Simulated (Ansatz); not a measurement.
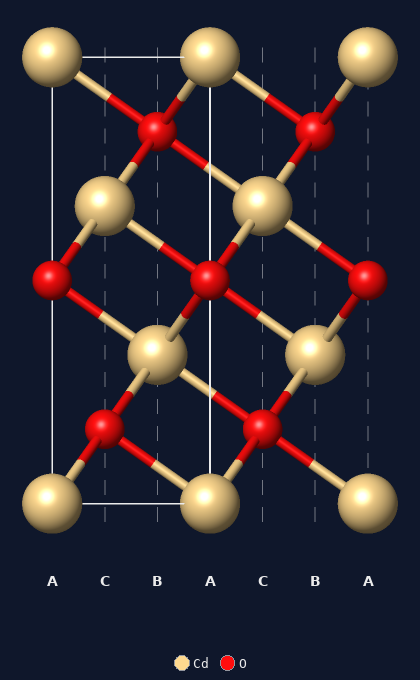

The picture looks along a close-packed row of the hexagonal mesh; [111] points upwards. The dashed lines mark the three columns A (0, 0), B (1/3, 2/3) and C (2/3, 1/3). The box is the hexagonal cell of the face-centred cubic lattice. The sequence starts with the first layer at or above the cell's origin.

CdO (space group Fm-3m, No. 225). Coordinates: a calculation's input that goes back to an entry of the Crystallography Open Database (an earlier step may have relaxed or displaced it).

Q: Read off the stacking sequence over one period.

A: Cd(A) – O(C) – Cd(B) – O(A) – Cd(C) – O(B) (six layers in 8.13 Å).

Q: How are the O layers alone stacked?

A: O layers alone: CAB, the cubic close-packed type.

Q: Which positions between or in the O layers do the other atoms fill?

A: Cd: three octahedral sites, counted in one hexagonal cell.
